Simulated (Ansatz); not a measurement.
**Geometry relaxation of Bi₂Te₃ (part 1 of 2)**

- system: Bi₂Te₃ (R-3m, 5 atoms in the cell)
- method: DFT PBE, scalar-relativistic, plane waves, PAW, no spin polarisation (Ansatz 0.2.0)

It belongs to a series of runs on one base structure; here: volume × 0.960.

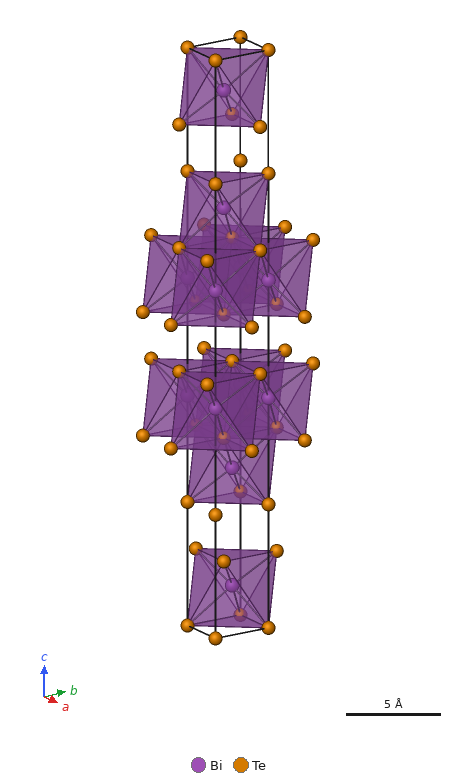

**Figure 1.** The input geometry (polyhedral view of the cell 3 times as large as that of the calculation, set on its symmetry axes, seen slightly off an axis; polyhedra are completed across the faces of the cell). An atom can appear more than once, as a periodic image.

Results in brief

| quantity | value |
| --- | --- |
| outcome | converged |
| space group (tolerance 0.01 Å) | R-3m (166) |
| electrons treated | 78 |
| free energy | −45734.1601 eV |
| Fermi energy | 8.874 eV |
| gap on the k-point mesh | 0.34 eV |
| pressure | 0.82 GPa |
| final volume | 175.30 Å³ |
| largest force (length of the vector) at the end | 0.002 eV/Å |
| final cell | a = 10.638 Å, b = 10.638 Å, c = 10.638 Å, α = 24.02°, β = 24.02°, γ = 24.02° |
| hardware | 4 threads of Arm Neoverse V2, 24 GiB of memory available, shared host |
| wall time | 52 s (CPU time 3.4 min) |
| peak memory | 0.78 GiB |

Spin–orbit coupling is left out, which matters for Bi.

The input
```yaml
crystal:
  lattice:
    - [2.1998378372, 1.2700769674, 10.4568896692]
    - [-2.1998378372, 1.2700769674, 10.4568896692]
    - [0.0, -2.5401539349, 10.4568896692]
  atoms:
    - { symbol: Bi, position: [0.398283681, 0.398283681, 0.398283681] }
    - { symbol: Bi, position: [0.601716319, 0.601716319, 0.601716319] }
    - { symbol: Te, position: [0.0, 0.0, 0.0] }
    - { symbol: Te, position: [0.2137517124, 0.2137517124, 0.2137517124] }
    - { symbol: Te, position: [0.7862482876, 0.7862482876, 0.7862482876] }
basis:
  ecutwfc: 420
  ecutrho_ratio: 4
kpoints:
  mp_grid: { grid: [8, 8, 8] }
hamiltonian:
  xc: pbe
scf:
  occupations: { method: gaussian, width: 0.05 }
output:
  forces: true
  stress: true
  eigenvalues: true
relax:
  f_tol: 0.01
  max_steps: 40
  cell: { stress_tol: 0.1, fix: [volume] }
```

Launch command:
```bash
ansatz run input.yaml --threads 4 --pin off --max-ram 7168MiB --backend cpu --events-out ev --progress --plain --runs-dir out
```

What the program printed
```
basis.fft_grid_basis auto: the FFT boxes are laid along the combinations [[1, 0, -1], [0, 1, -1], [0, 0, 1]] of the cell's own vectors, 4.400, 4.400 and 10.761 Å long. The dense box has 30×30×72 points. Along the cell's own vectors, as sized, it would have 72×72×72, 5.76 times as many. Of the 12 symmetry operations that the crystal satisfies within crystal.symmetry.tolerance (time reversal apart; of a slab, those that keep its plane) the dense box along the cell's own vectors carries 12, and the one as laid loses 8 of those. basis.fft_grid_basis: typed keeps the cell's own vectors: state it where this run's energies or levels are differenced outside the engine with another run's, or held beside a run that keeps those vectors.
Engine: ansatz 0.2.0, aarch64-unknown-linux-gnu
Pseudopotentials: kind: paw
Pseudopotential: Bi, paw, valence charge 15, recommended cutoff 420 eV (normal), Bi.paw.azcp
Pseudopotential: Te, paw, valence charge 16, recommended cutoff 420 eV (normal), Te.paw.azcp
Functional definition: PBE
  parameter kappa = 0.804
  parameter beta = 0.06672455060314922
  exchange = pbe_x(kappa = kappa, mu = beta*pi^2/3)
  correlation = pbe_c(beta = beta)
Crystal: 5 atoms, lattice volume = 175.297 Å³
Basis set: ecut = 420 eV, 3473 PW (Γ), FFT grids on a1−a3, a2−a3, a3, exchange–correlation on 60×60×144 points (8 copies of the dense FFT grid, shifted against one another)
Bands: 47, of which v1, the nominal top of the filled ones, is band 39 counted from 1 (38 counted from 0)
Symmetry: 12 space group operations
Space group: R-3m (ITA 166), of the structure as read, at distance tolerance 5.6e-5 Å
k-points: 65 of 512
Non-local potential: Bi, projectors of the file, l = 0: 2, l = 1: 2, l = 2: 2, l = 3: 2
Non-local potential: Te, projectors of the file, l = 0: 2, l = 1: 2, l = 2: 2, l = 3: 2
PAW form: soft (Blöchl's): semilocal exchange-correlation on the pseudo side does not see the compensation charge
PAW one-centre angular grid: Bi, 590 points (default); XC on 64 Gauss nodes
PAW one-centre angular grid: Te, 590 points (default); XC on 64 Gauss nodes
Initial density: superposition of atomic densities (neutral atoms: chi_scale 0, normalization atom), corrected by the library's trained network
Initial wavefunctions: pseudopotential atomic-orbital guess
Functional: x = pbe(κ = 0.804, μ = 0.2195149727645171), c = pbe(β = 0.06672455060314922)
SCF iter   1: F=—  HF=-45734.154210 eV  |F-HF|=—  |Δ(HF+E_count)|=         —  Δρ=1.12e-3  dr2=4.09e-3  ethr=1.77e-3  ⟨swp⟩=9.5  Hψ=13452  notcnv=0  defer=6
preconditioner: auto → Resta (q_TF=auto, 2.384 Å⁻¹)  ε∞=4.1  [insulator: Δε(μ)=0.448 eV  Ē_g=8.377 eV  σ=0.050 eV  W_gap=1.00  n_scr=42 (ndim 8)  ℏωp=14.8 eV  f_vac=0.025  D(μ)=0.00/eV (n_scr^D=0)  ε∞_Penn≈4.1]
SCF iter   2: F=—  HF=-45734.151082 eV  |F-HF|=—  |Δ(HF+E_count)|=   3.13e-3  Δρ=5.73e-4  dr2=1.18e-3  ethr=5.25e-6  ⟨swp⟩=2.6  Hψ=6274  notcnv=0  defer=44
SCF iter   3: F=—  HF=-45734.151156 eV  |F-HF|=—  |Δ(HF+E_count)|=   7.43e-5  Δρ=3.18e-4  dr2=2.04e-4  ethr=1.51e-6  ⟨swp⟩=2.5  Hψ=4022  notcnv=0  defer=44
SCF iter   4: F=—  HF=-45734.151278 eV  |F-HF|=—  |Δ(HF+E_count)|=   1.22e-4  Δρ=1.53e-4  dr2=4.54e-5  ethr=2.62e-7  ⟨swp⟩=2.5  Hψ=4364  notcnv=0  defer=44
SCF iter   5: F=—  HF=-45734.151284 eV  |F-HF|=—  |Δ(HF+E_count)|=   6.68e-6  Δρ=6.46e-5  dr2=8.15e-6  ethr=5.82e-8  ⟨swp⟩=2.1  Hψ=3956  notcnv=0  defer=44
SCF iter   6: F=—  HF=-45734.151290 eV  |F-HF|=—  |Δ(HF+E_count)|=   5.16e-6  Δρ=9.81e-6  dr2=2.49e-7  ethr=1.04e-8  ⟨swp⟩=2.0  Hψ=4506  notcnv=0  defer=44
SCF iter   7: F=-45734.151290 eV  HF=-45734.151290 eV  |F-HF|=1.16e-8  |Δ(HF+E_count)|=   3.60e-7  Δρ=2.06e-6  dr2=1.48e-8  ethr=1.28e-10  ⟨swp⟩=11.3  Hψ=15056  notcnv=0
SCF 1 converged in 7 iterations: F = -45734.151290 eV  dr2 = 1.48e-8
  greatest PAW one-centre occupation: 0.998 electrons in one spin orbital (limit 2), on the Te atom at site 4 (counted from 0), in its partial waves of l = 2
relax step   1: F+E_penalty+E_count = -45734.15128992 eV  Δ(F+E_penalty+E_count) = +0.000e0 eV  max|allowed force component| = 1.540e-1 eV/Å  Δτ_max = 0.0000 Å  P = +1.437 GPa  Ω = 175.297 Å³  fix = [volume]  reactions: volume +1.437 GPa  (7 SCF iters, dr2 threshold 1.00e-7 eV, accepted)
Initial density: handed on by an earlier stage of this run
Initial wavefunctions: those handed on with the density
iter 1 solved again at ethr=3.52e-6 eV; its pass at ethr=3.10e-3 eV (dr2=2.75e-3 eV) is discarded
SCF iter   1: F=—  HF=-45734.157362 eV  |F-HF|=—  |Δ(HF+E_count)|=         —  Δρ=1.49e-3  dr2=2.71e-3  ethr=3.52e-6  ⟨swp⟩=3.0  Hψ=15641  notcnv=0
preconditioner: auto → Resta (q_TF=auto, 2.384 Å⁻¹)  ε∞=4.2  [insulator: Δε(μ)=0.375 eV  Ē_g=8.318 eV  σ=0.050 eV  W_gap=1.00  n_scr=42 (ndim 8)  ℏωp=14.8 eV  f_vac=0.021  D(μ)=0.00/eV (n_scr^D=0)  ε∞_Penn≈4.2]
SCF iter   2: F=—  HF=-45734.157156 eV  |F-HF|=—  |Δ(HF+E_count)|=   2.06e-4  Δρ=8.47e-4  dr2=9.27e-4  ethr=3.48e-6  ⟨swp⟩=2.2  Hψ=5027  notcnv=0
SCF iter   3: F=—  HF=-45734.157198 eV  |F-HF|=—  |Δ(HF+E_count)|=   4.17e-5  Δρ=2.87e-4  dr2=3.75e-4  ethr=1.19e-6  ⟨swp⟩=2.0  Hψ=3518  notcnv=0
SCF iter   4: F=—  HF=-45734.157177 eV  |F-HF|=—  |Δ(HF+E_count)|=   2.06e-5  Δρ=6.24e-5  dr2=9.07e-6  ethr=4.80e-7  ⟨swp⟩=1.5  Hψ=3235  notcnv=0
SCF iter   5: F=—  HF=-45734.157180 eV  |F-HF|=—  |Δ(HF+E_count)|=   2.47e-6  Δρ=2.07e-5  dr2=7.16e-7  ethr=1.16e-8  ⟨swp⟩=2.7  Hψ=5256  notcnv=0
SCF iter   6: F=-45734.157180 eV  HF=-45734.157180 eV  |F-HF|=1.87e-8  |Δ(HF+E_count)|=   5.74e-7  Δρ=3.98e-6  dr2=4.53e-8  ethr=6.41e-10  ⟨swp⟩=7.2  Hψ=13001  notcnv=0
SCF 2 converged in 6 iterations: F = -45734.157180 eV  dr2 = 4.53e-8
relax step   2: F+E_penalty+E_count = -45734.15718019 eV  Δ(F+E_penalty+E_count) = -5.890e-3 eV  max|allowed force component| = 7.190e-2 eV/Å  Δτ_max = 0.0662 Å  P = +0.734 GPa  Ω = 175.297 Å³  energy of the carried Pulay correction = -4.933e-18 eV  fix = [volume]  reactions: volume +0.734 GPa  (6 SCF iters, dr2 threshold 5.00e-7 eV, accepted)
iter 1 solved again at ethr=2.56e-7 eV; its pass at ethr=3.10e-3 eV (dr2=2.00e-4 eV) is discarded
SCF iter   1: F=—  HF=-45734.159780 eV  |F-HF|=—  |Δ(HF+E_count)|=         —  Δρ=2.74e-4  dr2=1.99e-4  ethr=2.56e-7  ⟨swp⟩=3.2  Hψ=16629  notcnv=0
preconditioner: auto → Resta (q_TF=auto, 2.384 Å⁻¹)  ε∞=4.2  [insulator: Δε(μ)=0.369 eV  Ē_g=8.332 eV  σ=0.050 eV  W_gap=1.00  n_scr=42 (ndim 8)  ℏωp=14.8 eV  f_vac=0.021  D(μ)=0.00/eV (n_scr^D=0)  ε∞_Penn≈4.2]
SCF iter   2: F=—  HF=-45734.159744 eV  |F-HF|=—  |Δ(HF+E_count)|=   3.67e-5  Δρ=1.63e-4  dr2=7.06e-5  ethr=2.55e-7  ⟨swp⟩=1.3  Hψ=3105  notcnv=0
SCF iter   3: F=—  HF=-45734.159742 eV  |F-HF|=—  |Δ(HF+E_count)|=   2.04e-6  Δρ=6.69e-5  dr2=6.01e-5  ethr=9.04e-8  ⟨swp⟩=2.0  Hψ=3812  notcnv=0
SCF iter   4: F=—  HF=-45734.159736 eV  |F-HF|=—  |Δ(HF+E_count)|=   5.39e-6  Δρ=2.17e-5  dr2=1.00e-6  ethr=7.71e-8  ⟨swp⟩=1.5  Hψ=3152  notcnv=0
SCF iter   5: F=-45734.159737 eV  HF=-45734.159737 eV  |F-HF|=6.74e-8  |Δ(HF+E_count)|=   6.30e-7  Δρ=6.83e-6  dr2=8.98e-8  ethr=4.14e-10  ⟨swp⟩=7.4  Hψ=13293  notcnv=0
SCF 3 converged in 5 iterations: F = -45734.159737 eV  dr2 = 8.98e-8
relax step   3: F+E_penalty+E_count = -45734.15973691 eV  Δ(F+E_penalty+E_count) = -2.557e-3 eV  max|allowed force component| = 6.250e-3 eV/Å  Δτ_max = 0.0087 Å  P = +0.846 GPa  Ω = 175.297 Å³  energy of the carried Pulay correction = +9.867e-18 eV  fix = [volume]  reactions: volume +0.846 GPa  (5 SCF iters, dr2 threshold 3.23e-7 eV, accepted)
iter 1 solved again at ethr=2.77e-7 eV; its pass at ethr=3.10e-3 eV (dr2=2.16e-4 eV) is discarded
SCF iter   1: F=—  HF=-45734.160051 eV  |F-HF|=—  |Δ(HF+E_count)|=         —  Δρ=1.24e-4  dr2=1.66e-4  ethr=2.77e-7  ⟨swp⟩=3.0  Hψ=16041  notcnv=0
preconditioner: auto → Resta (q_TF=auto, 2.384 Å⁻¹)  ε∞=4.2  [insulator: Δε(μ)=0.348 eV  Ē_g=8.332 eV  σ=0.050 eV  W_gap=1.00  n_scr=42 (ndim 8)  ℏωp=14.8 eV  f_vac=0.022  D(μ)=0.00/eV (n_scr^D=0)  ε∞_Penn≈4.2]
SCF iter   2: F=—  HF=-45734.160039 eV  |F-HF|=—  |Δ(HF+E_count)|=   1.22e-5  Δρ=8.14e-5  dr2=2.90e-5  ethr=2.13e-7  ⟨swp⟩=1.5  Hψ=3222  notcnv=0
SCF iter   3: F=—  HF=-45734.160035 eV  |F-HF|=—  |Δ(HF+E_count)|=   3.91e-6  Δρ=4.65e-5  dr2=8.20e-6  ethr=3.72e-8  ⟨swp⟩=1.1  Hψ=3072  notcnv=0
SCF iter   4: F=—  HF=-45734.160036 eV  |F-HF|=—  |Δ(HF+E_count)|=   5.36e-7  Δρ=2.27e-5  dr2=1.83e-6  ethr=1.05e-8  ⟨swp⟩=1.2  Hψ=3112  notcnv=0
SCF iter   5: F=—  HF=-45734.160036 eV  |F-HF|=—  |Δ(HF+E_count)|=   1.29e-7  Δρ=5.27e-6  dr2=8.90e-8  ethr=2.35e-9  ⟨swp⟩=2.0  Hψ=3945  notcnv=0
SCF iter   6: F=-45734.160036 eV  HF=-45734.160036 eV  |F-HF|=1.55e-9  |Δ(HF+E_count)|=   4.42e-8  Δρ=9.21e-7  dr2=2.68e-9  ethr=3.92e-11  ⟨swp⟩=6.3  Hψ=12292  notcnv=0
SCF 4 converged in 6 iterations: F = -45734.160036 eV  dr2 = 2.68e-9
relax step   4: F+E_penalty+E_count = -45734.16003600 eV  Δ(F+E_penalty+E_count) = -2.991e-4 eV  max|allowed force component| = 2.060e-2 eV/Å  Δτ_max = 0.0016 Å  P = +0.836 GPa  Ω = 175.297 Å³  energy of the carried Pulay correction = +9.867e-18 eV  fix = [volume]  reactions: volume +0.836 GPa  (6 SCF iters, dr2 threshold 3.06e-8 eV, accepted)
iter 1 solved again at ethr=1.32e-7 eV; its pass at ethr=3.10e-3 eV (dr2=1.03e-4 eV) is discarded
SCF iter   1: F=—  HF=-45734.160130 eV  |F-HF|=—  |Δ(HF+E_count)|=         —  Δρ=1.19e-4  dr2=9.93e-5  ethr=1.32e-7  ⟨swp⟩=2.9  Hψ=14353  notcnv=0
preconditioner: auto → Resta (q_TF=auto, 2.384 Å⁻¹)  ε∞=4.2  [insulator: Δε(μ)=0.337 eV  Ē_g=8.330 eV  σ=0.050 eV  W_gap=1.00  n_scr=42 (ndim 8)  ℏωp=14.8 eV  f_vac=0.021  D(μ)=0.00/eV (n_scr^D=0)  ε∞_Penn≈4.2]
SCF iter   2: F=—  HF=-45734.160119 eV  |F-HF|=—  |Δ(HF+E_count)|=   1.08e-5  Δρ=8.39e-5  dr2=2.01e-5  ethr=1.27e-7  ⟨swp⟩=1.5  Hψ=3223  notcnv=0
SCF iter   3: F=—  HF=-45734.160120 eV  |F-HF|=—  |Δ(HF+E_count)|=   6.92e-7  Δρ=4.54e-5  dr2=4.98e-6  ethr=2.58e-8  ⟨swp⟩=1.8  Hψ=3293  notcnv=0
SCF iter   4: F=—  HF=-45734.160120 eV  |F-HF|=—  |Δ(HF+E_count)|=   1.17e-7  Δρ=2.21e-5  dr2=1.03e-6  ethr=6.39e-9  ⟨swp⟩=2.1  Hψ=4248  notcnv=0
SCF iter   5: F=—  HF=-45734.160120 eV  |F-HF|=—  |Δ(HF+E_count)|=   1.93e-8  Δρ=4.96e-6  dr2=6.34e-8  ethr=1.32e-9  ⟨swp⟩=2.0  Hψ=3695  notcnv=0
SCF iter   6: F=-45734.160120 eV  HF=-45734.160120 eV  |F-HF|=2.26e-10  |Δ(HF+E_count)|=   2.08e-8  Δρ=8.06e-7  dr2=2.93e-9  ethr=3.40e-11  ⟨swp⟩=6.0  Hψ=12306  notcnv=0
SCF 5 converged in 6 iterations: F = -45734.160120 eV  dr2 = 2.93e-9
relax step   5: F+E_penalty+E_count = -45734.16011997 eV  Δ(F+E_penalty+E_count) = -8.398e-5 eV  max|allowed force component| = 1.534e-3 eV/Å  Δτ_max = 0.0043 Å  P = +0.816 GPa  Ω = 175.297 Å³  fix = [volume]  reactions: volume +0.816 GPa  (6 SCF iters, dr2 threshold 2.65e-8 eV, accepted)
Initial wavefunctions: pseudopotential atomic-orbital guess (no wavefunctions were taken with the density)
iter 1 solved again at ethr=3.43e-7 eV; its pass at ethr=3.10e-3 eV (dr2=2.68e-4 eV) is discarded
SCF iter   1: F=—  HF=-45734.159468 eV  |F-HF|=—  |Δ(HF+E_count)|=         —  Δρ=1.32e-4  dr2=6.79e-7  ethr=3.43e-7  ⟨swp⟩=3.8  Hψ=21583  notcnv=0
preconditioner: auto → Resta (q_TF=auto, 2.384 Å⁻¹)  ε∞=4.2  [insulator: Δε(μ)=0.339 eV  Ē_g=8.330 eV  σ=0.050 eV  W_gap=1.00  n_scr=42 (ndim 8)  ℏωp=14.8 eV  f_vac=0.022  D(μ)=0.00/eV (n_scr^D=0)  ε∞_Penn≈4.2]
SCF iter   2: F=—  HF=-45734.159955 eV  |F-HF|=—  |Δ(HF+E_count)|=   4.88e-4  Δρ=6.65e-5  dr2=1.72e-7  ethr=8.70e-10  ⟨swp⟩=2.3  Hψ=5704  notcnv=0
SCF iter   3: F=—  HF=-45734.160122 eV  |F-HF|=—  |Δ(HF+E_count)|=   1.67e-4  Δρ=2.75e-6  dr2=1.95e-8  ethr=2.20e-10  ⟨swp⟩=2.1  Hψ=3917  notcnv=0
SCF iter   4: F=—  HF=-45734.160122 eV  |F-HF|=—  |Δ(HF+E_count)|=   1.81e-7  Δρ=6.74e-7  dr2=1.60e-9  ethr=2.50e-11  ⟨swp⟩=2.2  Hψ=4996  notcnv=0
SCF iter   5: F=-45734.160122 eV  HF=-45734.160122 eV  |F-HF|=1.53e-10  |Δ(HF+E_count)|=   4.84e-9  Δρ=2.19e-7  dr2=8.81e-11  ethr=1.00e-12  ⟨swp⟩=4.6  Hψ=13949  notcnv=0
SCF 6 converged in 5 iterations: F = -45734.160122 eV  dr2 = 8.81e-11
relax step   6: F+E_penalty+E_count = -45734.16012226 eV  Δ(F+E_penalty+E_count) = -2.284e-6 eV  max|allowed force component| = 1.531e-3 eV/Å  Δτ_max = 0.0000 Å  P = +0.816 GPa  Ω = 175.297 Å³  fix = [volume]  reactions: volume +0.816 GPa  stress off target by 8.29e-4 GPa on what of the cell is left free  SCF on the basis re-selected at this cell (its energy is not comparable with the rows above)  (5 SCF iters)
```
